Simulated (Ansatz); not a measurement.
Geometry relaxation of Ga4As3P (part 1 of 2)

System: Ga4As3P (8 atoms in the cell).
Method: DFT, PBE, plane waves, PAW, no spin polarisation (Ansatz 0.2.0).

The structure was made by a generator, so it may or may not be a known phase. Figures and captions count atoms from 1; the log counts them from 0 in places.

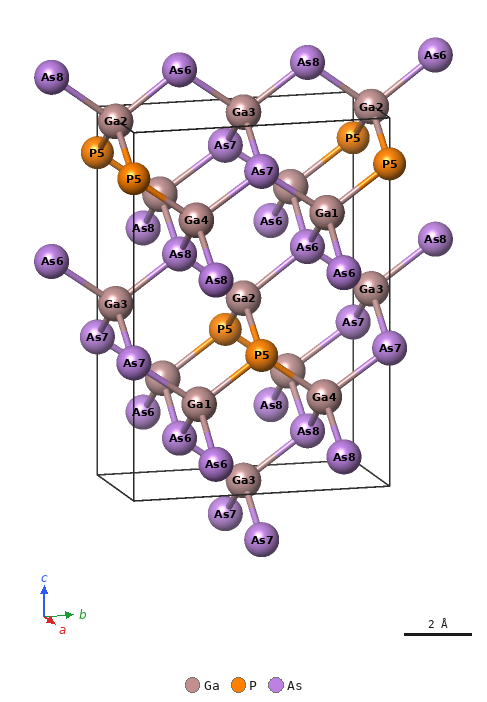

The input geometry (ball-and-stick view of the cell 2 times as large as that of the calculation, set on its symmetry axes, seen slightly off an axis; bonded neighbours outside the cell are drawn too; atoms are numbered from 1 in the order of the input). An atom can appear more than once, as a periodic image.

**Input file**
```yaml
crystal:
  lattice:
    - [4.0191007, 0.0, 0.0]
    - [0.0, 4.0191657, 5.6854286]
    - [0.0, -4.0191657, 5.6854286]
  atoms:
    - { symbol: Ga, position: [0.0, 0.507654, 0.996992] }
    - { symbol: Ga, position: [0.5, 0.995261, 0.995261] }
    - { symbol: Ga, position: [0.5, 0.500264, 0.500264] }
    - { symbol: Ga, position: [0.0, 0.996992, 0.507654] }
    - { symbol: P, position: [0.0, 0.874994, 0.874994] }
    - { symbol: As, position: [0.5, 0.374842, 0.875212] }
    - { symbol: As, position: [0.0, 0.374782, 0.374782] }
    - { symbol: As, position: [0.5, 0.875212, 0.374842] }
kpoints:
  mp_grid: { grid: [10, 6, 6] }
hamiltonian:
  xc: pbe
scf:
  occupations: { method: fixed }
  eigensolver: { kind: davidson }
output:
  forces: true
  eigenvalues: true
  stress: true
relax:
  adjacent_minimum: "off"
  f_tol: 0.001
  max_steps: 60
  cell: { stress_tol: 0.01 }
accuracy: medium
```

Machine: 4 threads of Arm Neoverse V1, 24 GiB of memory available, shared host.

Launch command:
```bash
ansatz run input.yaml --threads 4 --pin off --max-ram 8192MiB --backend cpu --events-out ev --progress --plain --runs-dir out
```

**Log**
```
Engine: ansatz 0.2.0, aarch64-unknown-linux-gnu
Pseudopotentials: kind: paw
Pseudopotential: Ga, paw, valence charge 13, recommended cutoff 420 eV (normal), Ga.paw.azcp
Pseudopotential: P, paw, valence charge 5, recommended cutoff 420 eV (normal), P.paw.azcp
Pseudopotential: As, paw, valence charge 15, recommended cutoff 420 eV (normal), As.paw.azcp
Functional definition: PBE
  parameter kappa = 0.804
  parameter beta = 0.06672455060314922
  exchange = pbe_x(kappa = kappa, mu = beta*pi^2/3)
  correlation = pbe_c(beta = beta)
davidson cushion auto → on  (no smearing: the cushion is to keep the highest requested band from converging to the state above it; pin scf.eigensolver.cushion to override)
Crystal: 8 atoms, lattice volume = 183.678 Å³
Basis set: ecut = 420 eV, 3599 PW (Γ), exchange–correlation on 54×96×96 points (8 copies of the dense FFT grid, shifted against one another)
Bands: 62, of which v1, the nominal top of the filled ones, is band 51 counted from 1 (50 counted from 0)
Symmetry: 4 space group operations
Space group: Amm2 (ITA 38), of the structure as read, at distance tolerance 5.7e-5 Å
k-points: 78 of 360 (time reversal used)
Non-local potential: Ga, projectors of the file, l = 0: 2, l = 1: 2, l = 2: 3, l = 3: 1
Non-local potential: P, projectors of the file, l = 0: 2, l = 1: 2, l = 2: 2
Non-local potential: As, projectors of the file, l = 0: 2, l = 1: 2, l = 2: 3, l = 3: 1
PAW form: soft (Blöchl's): semilocal exchange-correlation on the pseudo side does not see the compensation charge
PAW one-centre angular grid: Ga, 590 points (default); XC on 64 Gauss nodes
PAW one-centre angular grid: P, 110 points (default); XC on 64 Gauss nodes
PAW one-centre angular grid: As, 590 points (default); XC on 64 Gauss nodes
Initial density: superposition of atomic densities (neutral atoms: chi_scale 0, normalization atom), corrected by the library's trained network
Initial wavefunctions: pseudopotential atomic-orbital guess
Functional: x = pbe(κ = 0.804, μ = 0.2195149727645171), c = pbe(β = 0.06672455060314922)
SCF iter   1: F=—  HF=-30459.080956 eV  |F-HF|=—  |Δ(HF+E_count)|=         —  Δρ=1.71e-3  dr2=9.80e-3  ethr=1.77e-3  ⟨swp⟩=7.6  Hψ=19959  notcnv=0
preconditioner: auto → Resta (q_TF=auto, 2.474 Å⁻¹)  ε∞=3.6  [insulator: Δε(μ)=0.437 eV  Ē_g=14.288 eV  n_scr=56 (ndim 8)  ℏωp=23.2 eV  f_vac=0.077  ε∞_Penn≈3.6]
SCF iter   2: F=—  HF=-30459.080604 eV  |F-HF|=—  |Δ(HF+E_count)|=   3.52e-4  Δρ=8.69e-4  dr2=2.46e-3  ethr=9.61e-6  ⟨swp⟩=4.9  Hψ=14143  notcnv=0  defer=17
SCF iter   3: F=—  HF=-30459.080724 eV  |F-HF|=—  |Δ(HF+E_count)|=   1.20e-4  Δρ=3.07e-4  dr2=2.96e-4  ethr=2.42e-6  ⟨swp⟩=3.1  Hψ=13079  notcnv=0  defer=3
SCF iter   4: F=—  HF=-30459.080761 eV  |F-HF|=—  |Δ(HF+E_count)|=   3.64e-5  Δρ=1.38e-4  dr2=6.14e-5  ethr=2.90e-7  ⟨swp⟩=3.2  Hψ=15537  notcnv=0
iter 5 solved again at ethr=3.01e-9 eV; its pass at ethr=6.02e-8 eV (dr2=3.07e-6 eV) is discarded
SCF iter   5: F=—  HF=-30459.080822 eV  |F-HF|=—  |Δ(HF+E_count)|=   6.10e-5  Δρ=5.09e-5  dr2=3.45e-6  ethr=3.01e-9  ⟨swp⟩=4.0  Hψ=25944  notcnv=0
SCF iter   6: F=—  HF=-30459.080826 eV  |F-HF|=—  |Δ(HF+E_count)|=   3.98e-6  Δρ=1.95e-5  dr2=5.71e-7  ethr=3.01e-9  ⟨swp⟩=4.0  Hψ=17440  notcnv=0
SCF iter   7: F=-30459.080827 eV  HF=-30459.080827 eV  |F-HF|=1.89e-7  |Δ(HF+E_count)|=   1.30e-6  Δρ=7.16e-6  dr2=8.00e-8  ethr=5.60e-10  ⟨swp⟩=4.0  Hψ=15451  notcnv=0
SCF 1 converged in 7 iterations: F = -30459.080827 eV  dr2 = 8.00e-8
  Residual-converged pass: ⟨swp⟩=3.0  Hψ=10522  notcnv=0  max |occ|·‖R‖ = 6.6e-6 eV (tolerance 6.7e-6 eV)  dr2=8.08e-8  dr2_onsite=1.65e-8  max |Δocc| = 0.0e0
  greatest PAW one-centre occupation: 0.999 electrons in one spin orbital (limit 2), on the As atom at site 6 (counted from 0), in its partial waves of l = 2
relax step   1: F+E_penalty+E_count = -30459.08082726 eV  Δ(F+E_penalty+E_count) = +0.000e0 eV  max|allowed force component| = 6.608e-3 eV/Å  Δτ_max = 0.0000 Å  P = +0.004 GPa  Ω = 183.678 Å³  (7 SCF iters, dr2 threshold 1.00e-7 eV, accepted)
Crystal: 8 atoms, lattice volume = 183.687 Å³
Initial density: handed on by an earlier stage of this run
Initial wavefunctions: those handed on with the density
iter 1 solved again at ethr=1.95e-9 eV; its pass at ethr=1.00e-1 eV (dr2=1.99e-6 eV) is discarded
SCF iter   1: F=—  HF=-30459.080832 eV  |F-HF|=—  |Δ(HF+E_count)|=         —  Δρ=2.19e-5  dr2=5.55e-7  ethr=1.95e-9  ⟨swp⟩=9.2  Hψ=28105  notcnv=0
preconditioner: auto → Resta (q_TF=auto, 2.473 Å⁻¹)  ε∞=3.7  [insulator: Δε(μ)=0.443 eV  Ē_g=14.276 eV  n_scr=56 (ndim 8)  ℏωp=23.2 eV  f_vac=0.066  ε∞_Penn≈3.7]
SCF iter   2: F=—  HF=-30459.080831 eV  |F-HF|=—  |Δ(HF+E_count)|=   8.59e-7  Δρ=1.13e-5  dr2=1.52e-7  ethr=5.44e-10  ⟨swp⟩=3.4  Hψ=11591  notcnv=0
iter 3 solved again at ethr=1.09e-11 eV; its pass at ethr=1.49e-10 eV (dr2=1.11e-8 eV) is discarded
SCF iter   3: F=—  HF=-30459.080832 eV  |F-HF|=—  |Δ(HF+E_count)|=   1.11e-7  Δρ=2.35e-6  dr2=1.12e-8  ethr=1.09e-11  ⟨swp⟩=3.2  Hψ=25686  notcnv=0
SCF iter   4: F=—  HF=-30459.080832 eV  |F-HF|=—  |Δ(HF+E_count)|=   1.42e-8  Δρ=1.15e-6  dr2=2.81e-9  ethr=1.09e-11  ⟨swp⟩=4.0  Hψ=15765  notcnv=0
SCF iter   5: F=-30459.080832 eV  HF=-30459.080832 eV  |F-HF|=1.78e-10  |Δ(HF+E_count)|=   2.87e-9  Δρ=4.28e-7  dr2=4.07e-10  ethr=2.75e-12  ⟨swp⟩=4.0  Hψ=15414  notcnv=0
SCF 2 converged in 5 iterations: F = -30459.080832 eV  dr2 = 4.07e-10
  Residual-converged pass: ⟨swp⟩=2.8  Hψ=10160  notcnv=0  max |occ|·‖R‖ = 1.1e-6 eV (tolerance 1.1e-6 eV)  dr2=4.05e-10  dr2_onsite=3.87e-10  max |Δocc| = 0.0e0
  greatest PAW one-centre occupation: 0.999 electrons in one spin orbital (limit 2), on the As atom at site 7 (counted from 0), in its partial waves of l = 2
relax step   2: F+E_penalty+E_count = -30459.08083153 eV  Δ(F+E_penalty+E_count) = -4.277e-6 eV  max|allowed force component| = 2.960e-3 eV/Å  Δτ_max = 0.0002 Å  P = +0.001 GPa  Ω = 183.687 Å³  energy of the carried Pulay correction = -1.757e-6 eV  (5 SCF iters, dr2 threshold 2.73e-9 eV, accepted)
Crystal: 8 atoms, lattice volume = 183.691 Å³
iter 1 solved again at ethr=5.28e-10 eV; its pass at ethr=1.00e-1 eV (dr2=5.38e-7 eV) is discarded
SCF iter   1: F=—  HF=-30459.080832 eV  |F-HF|=—  |Δ(HF+E_count)|=         —  Δρ=1.17e-5  dr2=1.41e-7  ethr=5.28e-10  ⟨swp⟩=9.6  Hψ=28419  notcnv=0
SCF iter   2: F=—  HF=-30459.080831 eV  |F-HF|=—  |Δ(HF+E_count)|=   9.17e-7  Δρ=5.93e-6  dr2=3.60e-8  ethr=1.39e-10  ⟨swp⟩=3.3  Hψ=11636  notcnv=0
iter 3 solved again at ethr=1.86e-12 eV; its pass at ethr=3.52e-11 eV (dr2=1.90e-9 eV) is discarded
SCF iter   3: F=—  HF=-30459.080831 eV  |F-HF|=—  |Δ(HF+E_count)|=   1.31e-9  Δρ=1.15e-6  dr2=1.90e-9  ethr=1.86e-12  ⟨swp⟩=3.7  Hψ=25659  notcnv=0
SCF iter   4: F=—  HF=-30459.080831 eV  |F-HF|=—  |Δ(HF+E_count)|=  6.00e-10  Δρ=6.05e-7  dr2=5.83e-10  ethr=1.86e-12  ⟨swp⟩=4.0  Hψ=14739  notcnv=0
SCF iter   5: F=-30459.080831 eV  HF=-30459.080831 eV  |F-HF|=7.28e-12  |Δ(HF+E_count)|=  4.00e-11  Δρ=1.93e-7  dr2=1.01e-10  ethr=1.00e-12 (applied; sched 1.00e-12)  ⟨swp⟩=3.0  Hψ=12457  notcnv=0
SCF 3 converged in 5 iterations: F = -30459.080831 eV  dr2 = 1.01e-10
  Residual-converged pass: ⟨swp⟩=3.0  Hψ=11368  notcnv=0  max |occ|·‖R‖ = 4.8e-7 eV (tolerance 4.9e-7 eV)  dr2=1.02e-10  dr2_onsite=2.03e-11  max |Δocc| = 0.0e0
relax step   3: F+E_penalty+E_count = -30459.08083145 eV  Δ(F+E_penalty+E_count) = +8.410e-8 eV  max|allowed force component| = 3.989e-4 eV/Å  Δτ_max = 0.0002 Å  P = -0.000 GPa  Ω = 183.691 Å³  energy of the carried Pulay correction = -2.681e-6 eV  (5 SCF iters, dr2 threshold 5.48e-10 eV, accepted)
Initial wavefunctions: pseudopotential atomic-orbital guess (no wavefunctions were taken with the density)
iter 1 solved again at ethr=1.77e-5 eV; its pass at ethr=1.00e-1 eV (dr2=1.81e-2 eV) is discarded
SCF iter   1: F=—  HF=-30459.080808 eV  |F-HF|=—  |Δ(HF+E_count)|=         —  Δρ=1.21e-5  dr2=1.24e-7  ethr=1.77e-5  ⟨swp⟩=9.6  Hψ=37988  notcnv=0
eigensolver tolerance schedule: the retry pair's looser diagonalisation over-reported the residual by 145470.11 of it (diagonalisation noise at an unbounded share of the residual, at the tolerance the schedule requests for it); recorded, not acted on — ethr = c·dr2/N_el stays at c = 1.0e-1
SCF iter   2: F=—  HF=-30459.080834 eV  |F-HF|=—  |Δ(HF+E_count)|=   2.61e-5  Δρ=5.44e-6  dr2=2.79e-8  ethr=1.22e-10  ⟨swp⟩=7.8  Hψ=31423  notcnv=0  defer=5  reapply=16
SCF iter   3: F=—  HF=-30459.080834 eV  |F-HF|=—  |Δ(HF+E_count)|=   3.60e-9  Δρ=3.75e-6  dr2=1.23e-8  ethr=2.73e-11  ⟨swp⟩=2.2  Hψ=10706  notcnv=0  defer=4
SCF iter   4: F=—  HF=-30459.080834 eV  |F-HF|=—  |Δ(HF+E_count)|=  2.91e-10  Δρ=2.63e-6  dr2=5.85e-9  ethr=1.20e-11  ⟨swp⟩=2.0  Hψ=10688  notcnv=0  defer=2
SCF iter   5: F=—  HF=-30459.080834 eV  |F-HF|=—  |Δ(HF+E_count)|=  1.16e-10  Δρ=1.92e-6  dr2=3.15e-9  ethr=5.74e-12  ⟨swp⟩=2.1  Hψ=10698  notcnv=0
SCF iter   6: F=—  HF=-30459.080834 eV  |F-HF|=—  |Δ(HF+E_count)|=  7.28e-12  Δρ=1.37e-6  dr2=1.60e-9  ethr=3.09e-12  ⟨swp⟩=2.1  Hψ=10692  notcnv=0
iter 7 solved again at ethr=1.00e-12 eV; its pass at ethr=1.56e-12 eV (dr2=1.02e-10 eV) is discarded
SCF iter   7: F=—  HF=-30459.080834 eV  |F-HF|=—  |Δ(HF+E_count)|=  6.91e-11  Δρ=3.46e-7  dr2=1.01e-10  ethr=1.00e-12  ⟨swp⟩=2.0  Hψ=22169  notcnv=0
SCF iter   8: F=—  HF=-30459.080834 eV  |F-HF|=—  |Δ(HF+E_count)|=  1.09e-11  Δρ=1.13e-7  dr2=1.09e-11  ethr=1.00e-12  ⟨swp⟩=2.0  Hψ=10686  notcnv=0
SCF iter   9: F=—  HF=-30459.080834 eV  |F-HF|=—  |Δ(HF+E_count)|=  7.28e-12  Δρ=1.32e-7  dr2=1.41e-11  ethr=1.00e-12  ⟨swp⟩=2.0  Hψ=10686  notcnv=0
SCF iter  10: F=-30459.080834 eV  HF=-30459.080834 eV  |F-HF|=7.28e-12  |Δ(HF+E_count)|=  7.28e-12  Δρ=6.63e-9  dr2=4.58e-14  ethr=1.00e-12  ⟨swp⟩=2.0  Hψ=10686  notcnv=0
SCF 4 converged in 10 iterations: F = -30459.080834 eV  dr2 = 4.58e-14
  Residual-converged pass: ⟨swp⟩=4.0  Hψ=17331  notcnv=0  max |occ|·‖R‖ = 7.3e-9 eV (tolerance 1.0e-8 eV)  dr2=2.20e-13  dr2_onsite=1.75e-13  max |Δocc| = 0.0e0
relax step   4: F+E_penalty+E_count = -30459.08083363 eV  Δ(F+E_penalty+E_count) = -2.180e-6 eV  max|allowed force component| = 3.978e-4 eV/Å  Δτ_max = 0.0000 Å  P = -0.000 GPa  Ω = 183.691 Å³  stress off target by 8.03e-4 GPa  SCF on the basis re-selected at this cell (its energy is not comparable with the rows above)  (10 SCF iters)
```

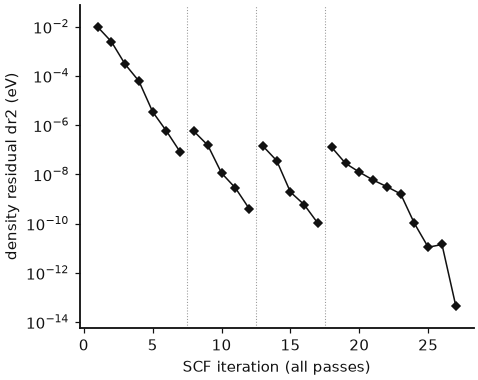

Convergence of the self-consistent field: density residual dr2 against the SCF iteration. The dotted lines part the SCF passes of the relaxation: geometry steps, rejected trials and re-solves on a re-selected basis. The passes take 7, 5, 5 and 10 iterations.

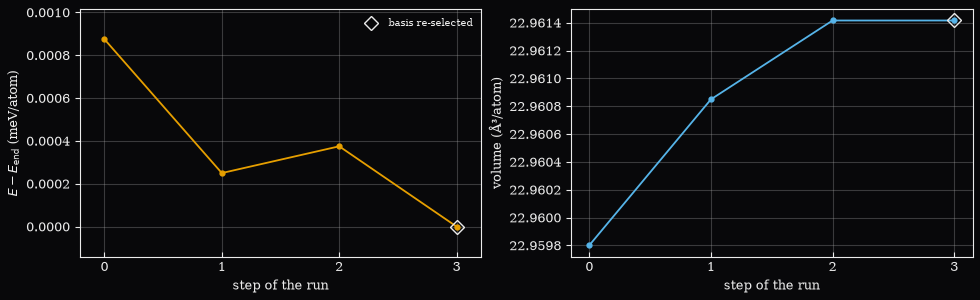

Progress of the relaxation, step by step (the first geometry is step 0 here and step 1 in the log). After 2 geometry steps the energy has fallen by next to nothing (0.0 meV per atom). Largest force component: 0.0066 eV/Å at the start, 0.0004 eV/Å at the end. The pressure goes from 0.00 to 0.00 GPa. The atoms keep their places (all moves are under 0.005 Å). The cell doesn't change. The space group stays Amm2 (No. 38). A last SCF at the same geometry on a re-selected plane-wave basis shifts the energy by next to nothing (0.0 meV per atom).
